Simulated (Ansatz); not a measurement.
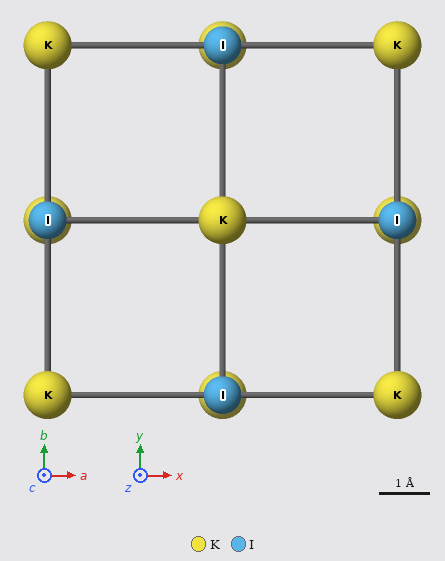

A scan of crystalline KI (Fm-3m): the cell is strained along y alone, with the atoms kept at their fractional coordinates. x, y and z are the Cartesian axes of the input. The picture shows the reference cell. Style: ball-and-stick. Shown: the conventional cell (4 times the calculation's cell), along the c axis. Lengths and directions refer to the drawn axes.

Method: DFT r2SCAN, scalar-relativistic, plane waves, PAW (Ansatz). Settings: plane-wave cutoff 500 eV; k-point mesh 6 × 6 × 6; occupations gaussian; smearing width 0.05 eV; no spin polarisation. Energies (free energies at the smearing named) are counted from the cell as listed in its source, which wasn't relaxed.

Input
```yaml
crystal:
  lattice:
    - [0.0, 3.52455, 3.52455]
    - [3.52455, 0.0, 3.52455]
    - [3.52455, 3.52455, 0.0]
  atoms:
    - { symbol: K, position: [0.0, 0.0, 0.0] }
    - { symbol: I, position: [0.5, 0.5, 0.5] }
basis:
  ecutwfc: 500
kpoints:
  mp_grid: { grid: [6, 6, 6] }
hamiltonian:
  xc: r2scan
scf:
  occupations: { method: gaussian, width: 0.05 }
output:
  forces: true
  stress: true
  eigenvalues: true
```

Run as
```bash
ansatz run input.yaml --threads 1 --pin off --max-ram 2560MiB --backend cpu --events-out ev --progress --plain --runs-dir out
```

What energies does the calculation give (the strain: −0.040, −0.030, −0.020, −0.010, 0.000, 0.010, 0.020, 0.030, 0.035, 0.040)?

Answer.
| strain | energy change (meV/atom) |
| --- | --- |
| −0.040 | 11.4 |
| −0.030 | 6.7 |
| −0.020 | 3.3 |
| −0.010 | 1.1 |
| 0.000 | 0.0 |
| 0.010 | −0.2 |
| 0.020 | 0.4 |
| 0.030 | 1.6 |
| 0.035 | 2.5 |
| 0.040 | 3.5 |

The lowest computed point lies at the strain 0.01 (−0.2 meV/atom). The end points stand at 11.4 meV/atom (−0.04) and 3.5 meV/atom (0.04). The curvature at zero strain, (1/V) d²E/dε², is about 34 GPa; it is C₂₂ with clamped ions. The distortion takes the space group from Fm-3m to I4/mmm. At the strain −0.04 the cell of the drawing goes b 7.049 → 6.767 Å.

The computed profile:

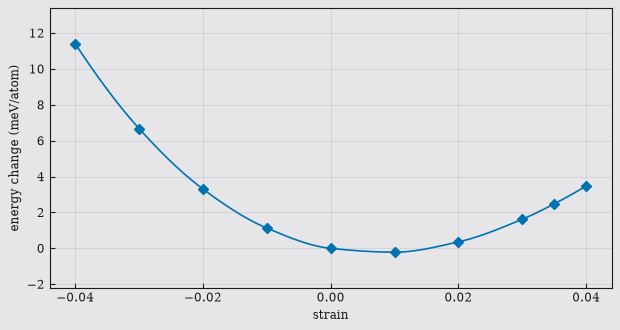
